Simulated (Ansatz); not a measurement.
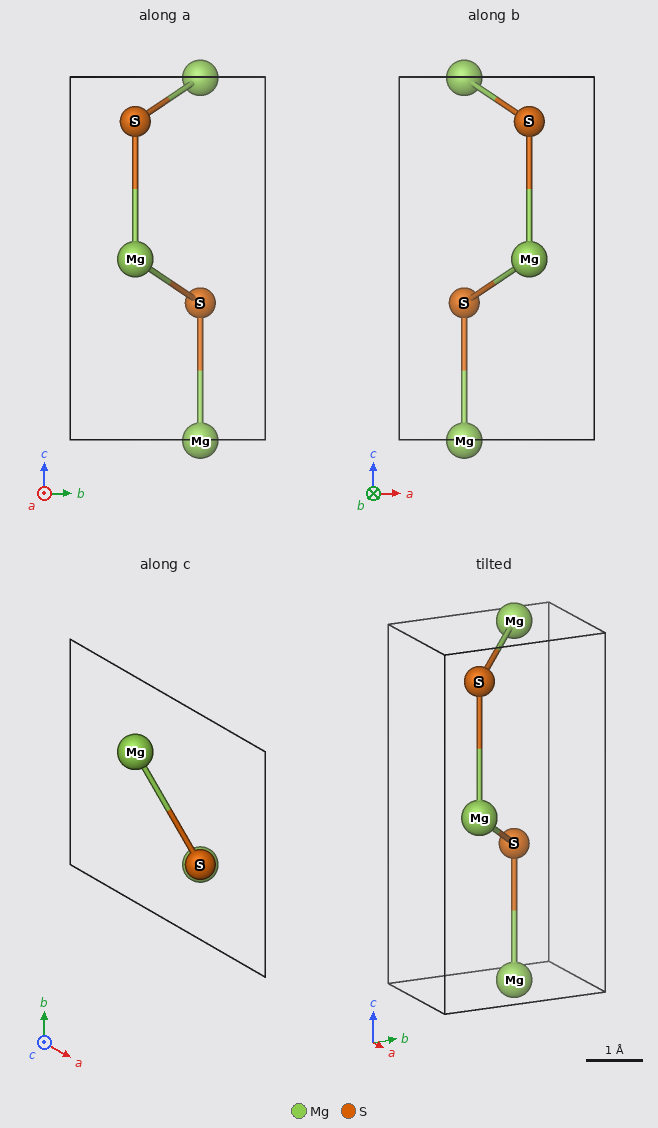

An orthographic ball-and-stick view of the structure, along the a axis, along the b axis, along the c axis and slightly off an axis. One conventional unit cell is framed, with atoms on its boundary repeated.

Lattice parameters: a = 4.0286 Å, b = 4.0286 Å, c = 6.4867 Å, α = 90.000°, β = 90.000°, γ = 120.000°.

Q: Convert the drawing into a CIF with its space group and independent sites, with free fractional coordinates to two decimals.

A:
```cif
data_structure
_symmetry_space_group_name_H-M 'P 63 m c'
_symmetry_Int_Tables_number 186
_cell_length_a 4.0286
_cell_length_b 4.0286
_cell_length_c 6.4867
_cell_angle_alpha 90.000
_cell_angle_beta 90.000
_cell_angle_gamma 120.000
_cell_volume 91.17
loop_
_atom_site_label
_atom_site_type_symbol
_atom_site_symmetry_multiplicity
_atom_site_Wyckoff_symbol
_atom_site_fract_x
_atom_site_fract_y
_atom_site_fract_z
_atom_site_occupancy
Mg1 Mg 2 b 0.3333 0.6667 0.00 1
S1 S 2 b 0.3333 0.6667 0.38 1
```

Origin of the cell: a structure type filled with these elements by a generator (whether the compound takes this form wasn't checked). The cell was then strained or its atoms displaced on purpose. It was run through Ansatz as a DFT input.
